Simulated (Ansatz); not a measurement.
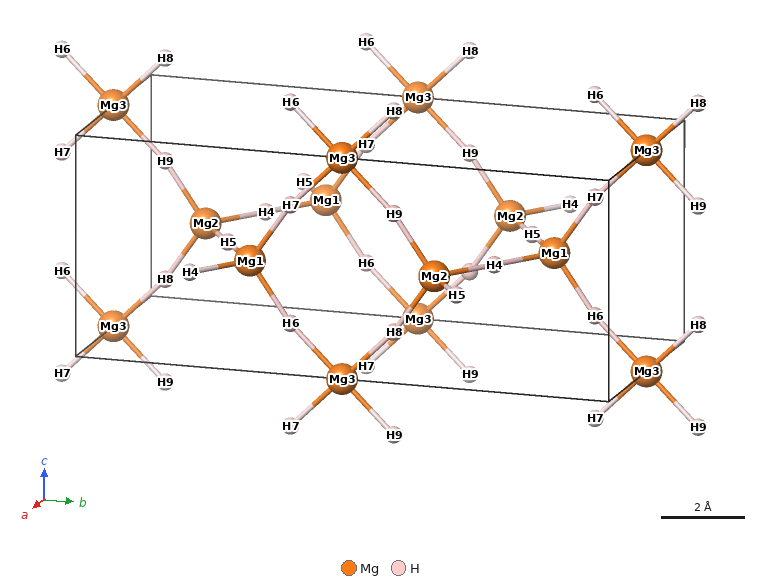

Fig. 1: The structure (ball-and-stick view of the cell 2 times as large as that of the calculation, set on its symmetry axes, seen slightly off an axis; neighbours outside the cell are drawn fainter; atoms are numbered from 1 in the order of the input). Near neighbours in the crystal (not all of them lie inside the picture): Mg has 4 H at 1.81 to 1.84 Å; H has 2 Mg at 1.81 to 1.84 Å.

**MgH$_{2}$: band-structure calculation**

MgH$_{2}$ (Cmmm, 9 atoms in the cell), computed with DFT PBE, scalar-relativistic, plane waves, PAW, no spin polarisation (Ansatz 0.2.0).

The structure was made by a generator, so it may or may not be a known phase. Figures and captions count atoms from 1; the log counts them from 0 in places.

The input
```yaml
crystal:
  lattice:
    - [2.9650301674, -6.8026506234, 0.0]
    - [2.9650301674, 6.8026506234, 0.0]
    - [0.0, 0.0, 5.5578246859]
  atoms:
    - { symbol: Mg, position: [0.6728247078, 0.3271752922, 0.5] }
    - { symbol: Mg, position: [0.3271752922, 0.6728247078, 0.5] }
    - { symbol: Mg, position: [0.5, 0.5, 0.0] }
    - { symbol: H, position: [0.0, 0.5, 0.5] }
    - { symbol: H, position: [0.5, 0.0, 0.5] }
    - { symbol: H, position: [0.59689704, 0.40310296, 0.2320842104] }
    - { symbol: H, position: [0.59689704, 0.40310296, 0.7679157896] }
    - { symbol: H, position: [0.40310296, 0.59689704, 0.2320842104] }
    - { symbol: H, position: [0.40310296, 0.59689704, 0.7679157896] }
basis:
  ecutwfc: 420
kpoints:
  mp_grid: { grid: [4, 4, 4] }
  band_path:
    path:
      - [[0.0, 0.0, 0.0], [-0.5, 0.5, 0.0], [-0.29749435, 0.70250565, 0.0]]
      - [[0.29749435, 0.29749435, 0.0], [0.0, 0.0, 0.0], [0.0, 0.0, 0.5], [0.29749435, 0.29749435, 0.5]]
      - [[-0.29749435, 0.70250565, 0.5], [-0.5, 0.5, 0.5], [-0.5, 0.5, 0.0]]
      - [[0.0, 0.0, 0.0], [0.0, 0.5, 0.0], [0.0, 0.5, 0.5], [0.0, 0.0, 0.5], [-0.5, 0.5, 0.5]]
    npoints: 14
hamiltonian:
  xc: pbe
scf:
  occupations: { method: gaussian, width: 0.02 }
  n_extra_bands: 22
output:
  forces: true
  stress: true
  eigenvalues: true
  populations: true
  dos: { projected: true, de: 0.02, nscf_kmesh: { grid: [6, 6, 6] } }
  bader: true
  write_density: true
  write_potential: true
  elf: true
  volumetric_format: npy
```

Run as:
```bash
ansatz run input.yaml --threads 1 --pin off --max-ram 2560MiB --backend cpu --events-out ev --progress --plain --runs-dir out
```

Output
```
scf.n_extra_bands = 22 over 18 filled bands (N_el = 36.0): the run solves 40 bands
Engine: ansatz 0.2.0, aarch64-unknown-linux-gnu
Pseudopotentials: kind: paw
Pseudopotential: Mg, paw, valence charge 10, recommended cutoff 420 eV (normal), Mg.paw.azcp
Pseudopotential: H, paw, valence charge 1, recommended cutoff 420 eV (normal), H.paw.azcp
Functional definition: PBE
  parameter kappa = 0.804
  parameter beta = 0.06672455060314922
  exchange = pbe_x(kappa = kappa, mu = beta*pi^2/3)
  correlation = pbe_c(beta = beta)
Crystal: 9 atoms, lattice volume = 224.203 Å³
Basis set: ecut = 420 eV, 4421 PW (Γ), exchange–correlation on 100×100×80 points (8 copies of the dense FFT grid, shifted against one another)
Bands: 40, of which v1, the nominal top of the filled ones, is band 18 counted from 1 (17 counted from 0)
Symmetry: 8 space group operations
Space group: Cmmm (ITA 65), of the structure as read, at distance tolerance 6.1e-5 Å
k-points: 21 of 64
Non-local potential: Mg, projectors of the file, l = 0: 3, l = 1: 2, l = 2: 1
Non-local potential: H, projectors of the file, l = 0: 2, l = 1: 1
PAW form: soft (Blöchl's): semilocal exchange-correlation on the pseudo side does not see the compensation charge
PAW one-centre angular grid: Mg, 110 points (default); XC on 64 Gauss nodes
PAW one-centre angular grid: H, 110 points (default); XC on 64 Gauss nodes
Initial density: superposition of atomic densities (neutral atoms: chi_scale 0, normalization atom), corrected by the library's trained network
Initial wavefunctions: pseudopotential atomic-orbital guess
Functional: x = pbe(κ = 0.804, μ = 0.2195149727645171), c = pbe(β = 0.06672455060314922)
SCF iter   1: F=—  HF=-5866.584404 eV  |F-HF|=—  |Δ(HF+E_count)|=         —  Δρ=2.21e-3  dr2=2.65e-2  ethr=1.77e-3  ⟨swp⟩=6.7  Hψ=4253  notcnv=0  defer=160
preconditioner: auto → Resta (q_TF=auto, 2.011 Å⁻¹)  ε∞=1.7  [insulator: Δε(μ)=3.235 eV  Ē_g=10.652 eV  σ=0.020 eV  W_gap=1.00  n_scr=26 (ndim 8)  ℏωp=8.6 eV  f_vac=0.399  D(μ)=0.00/eV (n_scr^D=0)  ε∞_Penn≈1.7]
SCF iter   2: F=—  HF=-5866.587798 eV  |F-HF|=—  |Δ(HF+E_count)|=   3.39e-3  Δρ=1.01e-3  dr2=7.55e-3  ethr=7.37e-5  ⟨swp⟩=2.0  Hψ=1199  notcnv=0  defer=324
SCF iter   3: F=—  HF=-5866.594647 eV  |F-HF|=—  |Δ(HF+E_count)|=   6.85e-3  Δρ=2.77e-4  dr2=2.49e-4  ethr=2.10e-5  ⟨swp⟩=3.0  Hψ=866  notcnv=0  defer=324
SCF iter   4: F=—  HF=-5866.594683 eV  |F-HF|=—  |Δ(HF+E_count)|=   3.63e-5  Δρ=7.67e-5  dr2=1.24e-5  ethr=6.93e-7  ⟨swp⟩=2.0  Hψ=1032  notcnv=0  defer=324
SCF iter   5: F=—  HF=-5866.594615 eV  |F-HF|=—  |Δ(HF+E_count)|=   6.84e-5  Δρ=1.32e-5  dr2=4.94e-7  ethr=3.44e-8  ⟨swp⟩=2.0  Hψ=1121  notcnv=0  defer=324
SCF iter   6: F=-5866.594615 eV  HF=-5866.594615 eV  |F-HF|=1.12e-8  |Δ(HF+E_count)|=   3.96e-7  Δρ=2.55e-6  dr2=2.24e-8  ethr=2.78e-10  ⟨swp⟩=17.8  Hψ=6400  notcnv=0
SCF 1 converged in 6 iterations: F = -5866.594615 eV  dr2 = 2.24e-8
  greatest PAW one-centre occupation: 1.000 electrons in one spin orbital (limit 2), on the Mg atom at site 2 (counted from 0), in its partial waves of l = 1
NSCF: frozen V_eff on 158 k-points
NSCF: frozen V_eff on 52 k-points
WARN: The input density's exchange-correlation potential varies sharply where the density is thin. Do not read a vacuum level from v_tot or v_xc, or from such a field of the output density. On a cell that repeats whose density bears no net charge and no dipole along the vacuum's axis use v_es (v_loc + v_h of the components); under efield.dipole_correction with no amplitude use v_es + v_field, which holds any external_charges[].barrier, or the levels of the report's work_function block, which leave it out; under a non-zero efield.amplitude the vacuum is tilted and has no level; on a cell that repeats and bears such a dipole with no correction it is tilted too, and efield.dipole_correction with no amplitude gives each side of its ramp a level where efield: is served; in a cell that repeats whose density bears a net charge (total_charge, or a fill off its count) it is curved and has none; of a slab under crystal.periodic whose density bears no net charge use v_es, which has a level on each side, short of where the two are joined; of another it falls or rises all the way out and has none; of a slab beside external_charges read slab_vacuum_level instead, which it has where they leave it neutral. The grid or the basis barely resolves most such structure, and the values can differ between equally converged runs; as a rule a tighter scf.convergence.dr2_threshold does not remove it. Where the density itself ripples (under the LDA too) a higher basis.ecutwfc lessens it. The files hold the spikes' plane waves up to the density's cutoff. Files: v_tot and the like, and their columns of v_z.tsv (output.write_potential); v_xc and the like, and their columns of v_comp_z.tsv (output.write_potential_components); where files of the output density stand in their place, no point of their own thin density is over the threshold below, and this is of outcome.potential() and, of a run that writes arrays (npy), the arrays of these names. Measured: with its Gaussian average of σ = 0.25 Å subtracted twice, the exchange-correlation potential is over 0.1 eV at 5532 of the grid points where the equally averaged density (valence and model cores) is under 1e-3 e/Å³, and 1.40 eV at the most among them, at an averaged density of 4.9e-4 e/Å³. See output.write_potential in the manual, Limitations
SCF converged after 6 iterations
Free energy (F): -5866.594615 eV
Harris-Foulkes:  -5866.594615 eV  (|F-HF|=1.12e-8)
Internal energy: -5866.594615 eV  (E = F + TS)
E sigma→0 (E₀):  -5866.594615 eV
Fermi energy:    -0.681307 eV
--- Per-component energies (eV) ---
  E_band       = -1277.391983
  E_kinetic    = 308.193294
  E_local      = -6693.994392  (includes V_loc(G=0)·N_el)
  E_nonlocal   = 294.888944
  E_hartree    = 2540.558585
  E_xc         = -140.059544
  E_vxc        = -180.320492  (∫ρ·V_xc dr)
  E_paw        = -879.994711  (= ΣΔE_a)
  E_vpaw       = -87.273999  (= ΣTr[D̂ρ^β])
  E_aug_tail   = -0.007547  (compensation charges beyond the density's cutoff)
  E_ewald      = -1296.179244
  E_smearing   = -0.000000  (= −TS)
  E_closure    = -0.000000  (closes the sum)
  Σ components = -5866.594615   (vs F -5866.594615, Δ=0.00e0)
--- Forces (eV/Å), atoms counted from 1 ---
  atom   1  Mg     0.00000000    -0.00014441    -0.00000000
  atom   2  Mg    -0.00000000     0.00014441     0.00000000
  atom   3  Mg     0.00000000     0.00000000    -0.00000000
  atom   4  H      0.00000000     0.00000000     0.00000000
  atom   5  H      0.00000000     0.00000000     0.00000000
  atom   6  H     -0.00000000    -0.00136364    -0.00058297
  atom   7  H     -0.00000000    -0.00136364     0.00058297
  atom   8  H      0.00000000     0.00136364    -0.00058297
  atom   9  H      0.00000000     0.00136364     0.00058297
  max |Σ_I F_I| component: 2.17e-19 eV/Å
--- Stress (GPa, compression-positive) ---
        0.025857      -0.000000      -0.000000
       -0.000000      -0.003415       0.000000
       -0.000000       0.000000       0.014241
  P = ⅓ Tr σ = 0.0122 GPa (0.122 kbar)
--- Band table (eV; the first three rows and the last of 21) ---
  k-point 0: bands = ["-76.5606", "-75.8951", "-75.8949", "-43.4528", "-43.2474", "-43.2463", "-42.6550", "-42.6510", "-42.6508", "-42.6489", "-42.6459", "-42.6456", "-6.3614", "-4.3709", "-4.3638", "-3.4324", "-3.2703", "-2.2747", "2.1136", "2.2738", "2.8191", "2.9070", "3.5419", "3.7476", "3.8940", "5.2609", "6.0317", "6.1237", "6.7092", "6.7935", "7.2247", "8.0197", "8.0875", "8.5209", "8.6120", "9.1747", "9.5173", "9.7240", "10.7946", "11.0712"]
  k-point 1: bands = ["-76.5606", "-75.8951", "-75.8949", "-43.4528", "-43.2474", "-43.2463", "-42.6550", "-42.6510", "-42.6507", "-42.6489", "-42.6459", "-42.6456", "-6.1477", "-4.6821", "-4.1502", "-3.5270", "-3.2567", "-2.7186", "2.3820", "2.4896", "2.7758", "3.0054", "3.5049", "4.0859", "4.6385", "4.9410", "5.3482", "6.1374", "6.1519", "6.7502", "7.0781", "8.0389", "8.3879", "8.4710", "9.3243", "9.7195", "10.0641", "10.2789", "10.5146", "10.8049"]
  k-point 2: bands = ["-76.5606", "-75.8951", "-75.8949", "-43.4528", "-43.2474", "-43.2463", "-42.6550", "-42.6510", "-42.6507", "-42.6489", "-42.6459", "-42.6456", "-5.7323", "-5.2338", "-3.5795", "-3.5576", "-3.4830", "-3.2429", "2.0414", "2.9671", "3.1967", "3.2209", "3.5438", "4.0649", "4.6656", "4.6724", "5.6493", "6.1926", "6.5890", "6.8664", "6.8964", "7.5025", "8.2316", "8.7018", "8.7820", "9.2516", "9.7112", "10.1445", "10.2288", "10.4383"]
  k-point 20: bands = ["-76.5606", "-75.8951", "-75.8949", "-43.4528", "-43.2474", "-43.2463", "-42.6550", "-42.6510", "-42.6507", "-42.6489", "-42.6459", "-42.6456", "-5.4804", "-5.1746", "-4.6368", "-3.7173", "-3.2510", "-2.4575", "2.6280", "2.7349", "2.8286", "2.8843", "3.6608", "4.4887", "4.7993", "5.2822", "5.7118", "6.2442", "6.4670", "6.6988", "6.7683", "6.8569", "7.0774", "7.7044", "8.1492", "8.9784", "9.0553", "10.9196", "11.4518", "11.6006"]
--- Löwdin populations: 9 sites ---
  site symbol       q [e]
     0     Mg      8.5646
     1     Mg      8.5646
     2     Mg      8.5464
     3      H      1.6970
     4      H      1.6970
     5      H      1.6922
     6      H      1.6922
     7      H      1.6922
     8      H      1.6922
  spilling = 0.004481 (of n_electrons = 36.000000)
--- Bader charges: 9 sites ---
  site symbol  charge [e]  shift [e]
     0     Mg      1.6038     0.0021
     1     Mg      1.6038     0.0021
     2     Mg      1.6252     0.0016
     3      H     -0.8070     0.0010
     4      H     -0.8070     0.0010
     5      H     -0.8047     0.0009
     6      H     -0.8047     0.0009
     7      H     -0.8047     0.0009
     8      H     -0.8047     0.0009
  estimated error of the sums over rays = 4.0e-4 e
```

File bader_charges.tsv
```
# site	symbol	x_ang	y_ang	z_ang	partial_charge_e	electrons	volume_ang3	relative_density_drop	shared_charge_e	partial_wave_shift_e
# quadrature_error_electrons = 4.0e-4
0	Mg	2.9650	-2.3513	2.7789	1.60376	10.39624	8.02	-	1.60376	0.00212
1	Mg	2.9650	2.3513	2.7789	1.60376	10.39624	8.02	-	1.60376	0.00212
2	Mg	2.9650	0.0000	0.0000	1.62519	10.37481	8.57	-	1.62519	0.00156
3	H	1.4825	3.4013	2.7789	-0.80702	1.80702	19.76	-	-0.80702	0.00104
4	H	1.4825	-3.4013	2.7789	-0.80702	1.80702	19.76	-	-0.80702	0.00104
5	H	2.9650	-1.3183	1.2899	-0.80466	1.80466	18.87	-	-0.80466	0.00093
6	H	2.9650	-1.3183	4.2679	-0.80466	1.80466	18.87	-	-0.80466	0.00093
7	H	2.9650	1.3183	1.2899	-0.80467	1.80467	18.87	-	-0.80467	0.00093
8	H	2.9650	1.3183	4.2679	-0.80466	1.80466	18.87	-	-0.80466	0.00093
```

File populations.tsv
```
# site	symbol	l	j	q
# orbitals = lowdin
# n_electrons = 36.000000
# spilling = 0.004481
0	Mg	0_2S	-	1.996695
0	Mg	0_3S	-	0.568079
0	Mg	1_2P	-	5.999869
1	Mg	0_2S	-	1.996695
1	Mg	0_3S	-	0.568079
1	Mg	1_2P	-	5.999869
2	Mg	0_2S	-	1.997246
2	Mg	0_3S	-	0.549291
2	Mg	1_2P	-	5.999897
3	H	0_1S	-	1.697041
4	H	0_1S	-	1.697041
5	H	0_1S	-	1.692220
6	H	0_1S	-	1.692220
7	H	0_1S	-	1.692220
8	H	0_1S	-	1.692220
```

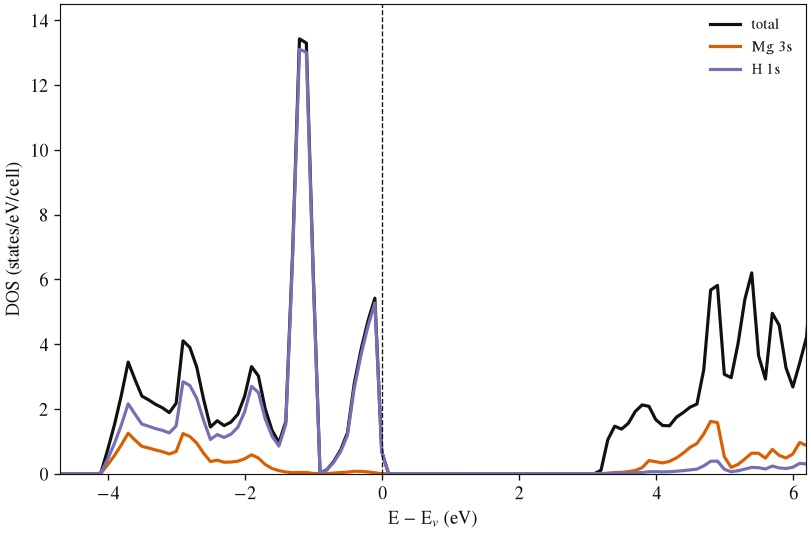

Fig. 2: Density of states (projected on Löwdin-orthogonalised atomic shells), with energies from the valence-band top. There is a gap of 3.19 eV on the k-point mesh.

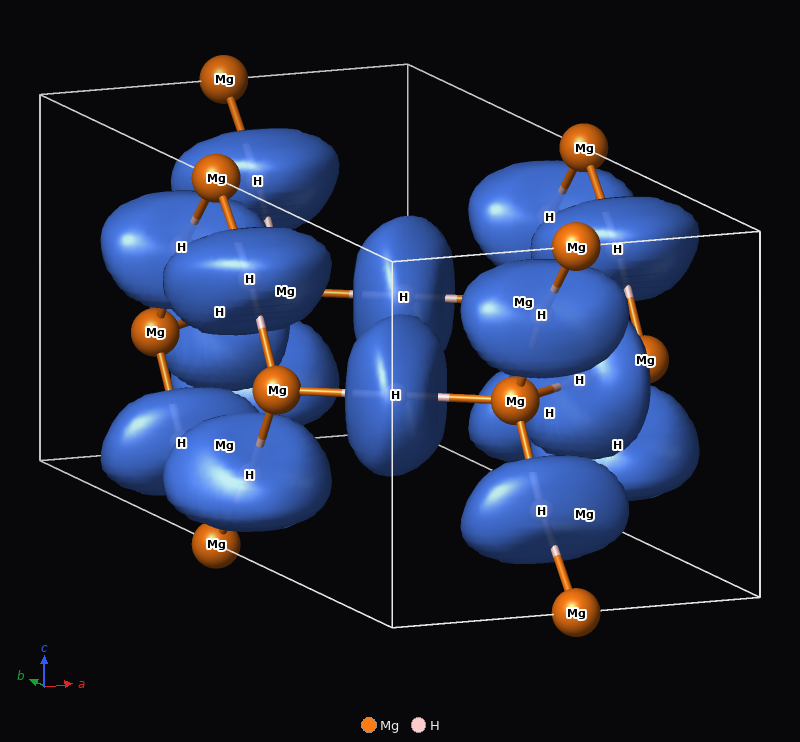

Fig. 3: Isosurface of the ELF at 0.9 (blue), seen slightly off an axis. Core shells and regions of very low density are left out. Sticks mark near contacts. The outline is the cell set on symmetry axes. Profiles from the grid: Mg–H (1.81 Å): the ELF climbs to about 1 towards the hydrogen, as it does in any bond to H. In a PAW calculation such maps are meaningful between the atoms, not at the nuclei.

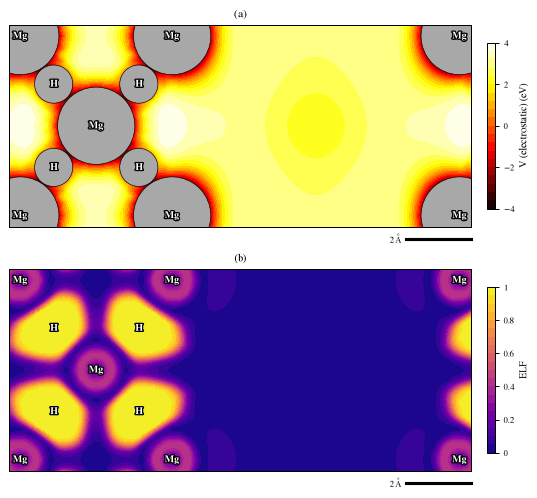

Fig. 4: (a) electrostatic potential (local pseudopotential plus Hartree) felt by an electron; (b) ELF on the (100) plane of the conventional cell. Grey discs, where drawn, cover atomic cores. Atoms in the plane: Mg and H. Mg–H (1.81 Å): the ELF climbs to about 1 towards the hydrogen. Outside the cores the potential energy rises away from the atoms and is highest about 1.4 Å from the nearest atoms; outside the discs it spans about 7 eV, and its zero is arbitrary.

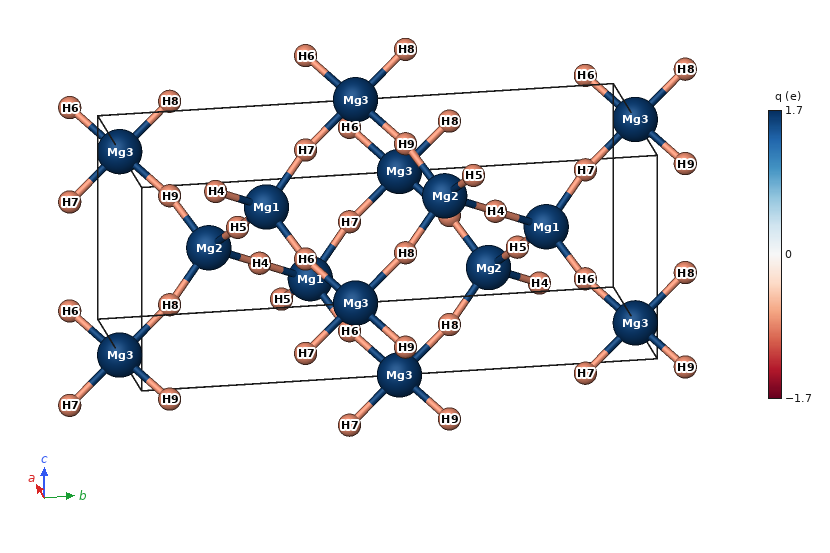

Fig. 5: Bader charges, as the colour of each atom (ball-and-stick view of the cell 2 times as large as that of the calculation, set on its symmetry axes, seen at an oblique angle; bonded neighbours outside the cell are drawn too; atoms are numbered from 1 in the order of the input). By element: Mg +1.60 to +1.63 and H −0.81 to −0.80 e.

Key numbers

```tsv
quantity	value
outcome	converged
space group (tolerance 0.01 Å)	Cmmm (65)
electrons treated	36
free energy	−5866.5946 eV
Fermi energy	−0.681 eV
gap on the k-point mesh	3.19 eV
gap on the band path	3.18 eV
pressure	0.01 GPa
largest force (length of the vector)	0.001 eV/Å
hardware	1 thread of Arm Neoverse V1, 24 GiB of memory available, shared host
wall time	1.8 min
peak memory	0.87 GiB
```

Notes

The program warns: the exchange-correlation potential is rough where the density is thin.
